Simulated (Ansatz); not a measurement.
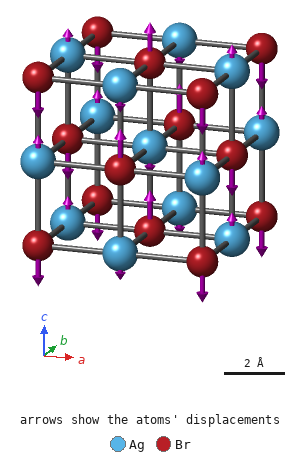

One vibrational mode of solid AgBr at the zone centre of a doubled cell. The purple arrows are the displacements of the atoms (eigenvector over the root of the mass), of arbitrary overall length and sign. Style: ball-and-stick. Shown: the conventional cell (2 times the calculation's cell), slightly off an axis. Lengths and directions refer to the drawn axes.

The calculation used DFT PBE, scalar-relativistic, plane waves, PAW in Ansatz 0.2.0.

The input:
```yaml
crystal:
  lattice:
    - [0.0, -2.9209755352, -2.9209755352]
    - [0.0, 2.9209755352, -2.9209755352]
    - [5.8419510704, 0.0, 0.0]
  atoms:
    - { symbol: Ag, position: [0.5, 0.5, 0.0] }
    - { symbol: Ag, position: [0.0, 0.0, 0.5] }
    - { symbol: Br, position: [0.5, 0.5, 0.5] }
    - { symbol: Br, position: [0.0, 0.0, 0.0] }
basis:
  ecutwfc: 420
kpoints:
  mp_grid: { grid: [8, 8, 6] }
hamiltonian:
  xc: pbe
scf:
  occupations: { method: gaussian, width: 0.05 }
output:
  eigenvalues: true
phonons:
  method: fd
  supercell: [1, 1, 1]
  amplitude: 0.02
  eigenvectors: true
  dielectric: false
```

Command:
```bash
ansatz run input.yaml --threads 2 --pin off --max-ram 5120MiB --backend cpu --events-out ev --progress --plain --runs-dir out
```

Frequencies are those without the non-analytic (LO–TO) term.

Question: Give the character and frequency of this mode.

Answer: This is a doubly degenerate mode (one member of the set is drawn) at 91 cm⁻¹, level 4 of 5, counted from below (the three translations aside). All motion is along c; atoms of one kind move against one another, with no net shift of any sublattice; it stretches the shortest Ag–Br bonds (2.92 Å); the kinetic energy is shared as Br 78 %, Ag 22 %. It changes sign from one half of the doubled cell to the other: it belongs to the zone boundary, q = (0, 1/2, 1/2) in the reciprocal vectors of the undoubled cell.
